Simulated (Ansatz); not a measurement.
```xyz
6
Lattice="2.7150 0.0000 -2.7150 -2.7150 2.7150 0.0000 4.9576 4.9576 4.9576" Properties=species:S:1:pos:R:3 pbc="T T T"
Zr    0.0000    0.0000    0.0000
Zr    2.5575    2.5575   -0.1575
Zr    2.4001    5.1151    2.4001
S    -0.0787    2.6363   -0.0787
S     2.4788    2.4788    2.4788
S     5.0363    5.0363    2.3213
```

Space group R-3m; computed pressure about −10 GPa in this cell; PAW files of the earlier set (soft_1).

All numbers below come from Ansatz, DFT LDA, scalar-relativistic, plane waves, PAW.

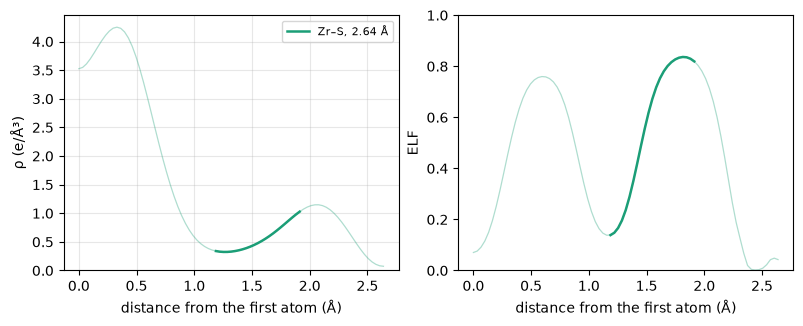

ZrS. Valence charge density (pseudo) and electron localisation function along straight lines between neighbouring atoms. Thin, pale parts lie inside the atomic spheres.

The density is the valence pseudo-density of a PAW calculation; it isn't the true density close to the nuclei.

**What can be read from the curves?**

Zr–S (2.64 Å): ρ at the midpoint is about 0.33 e/Å³; the ELF peaks at about 0.85 in the valence shell of S, 0.8 Å from its nucleus, and is about 0.25 at the midpoint: no localised pair shows between them.
